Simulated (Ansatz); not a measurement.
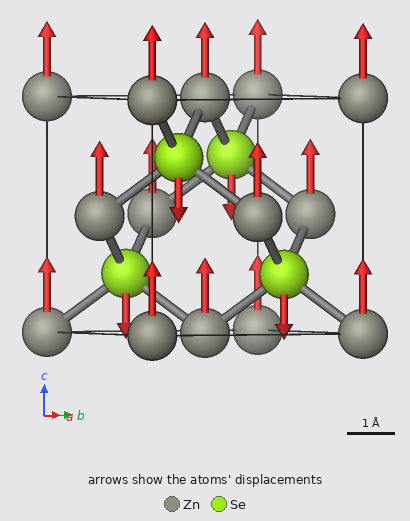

One vibrational mode of a crystal of ZnSe relaxed at 40 GPa at the zone centre. Displacements are drawn as red arrows; their common scale and sign are arbitrary. The picture is a ball-and-stick view of the conventional cell (4 times the calculation's cell), seen from a free direction. Lengths and directions refer to the drawn axes.

Computed with DFT LDA, scalar-relativistic, plane waves, PAW in Ansatz 0.2.0. (plane-wave cutoff 420 eV; k-point mesh 10 × 10 × 10; occupations fixed; target pressure 40 GPa; no spin polarisation)

Frequencies are those without the non-analytic (LO–TO) term.

What mode is this, and where does it lie in the spectrum?

This is the T₂ mode (triply degenerate; one member of the set is drawn) at 341 cm⁻¹, the only optical level, infrared- and Raman-active by symmetry. The Zn sublattice moves against the Se sublattice, along c; the kinetic energy is shared as Zn 55 %, Se 45 %. Its infrared intensity is 4.3 (D/Å)²/amu for the set. The value is the transverse one; the longitudinal partner lies at 359 cm⁻¹.
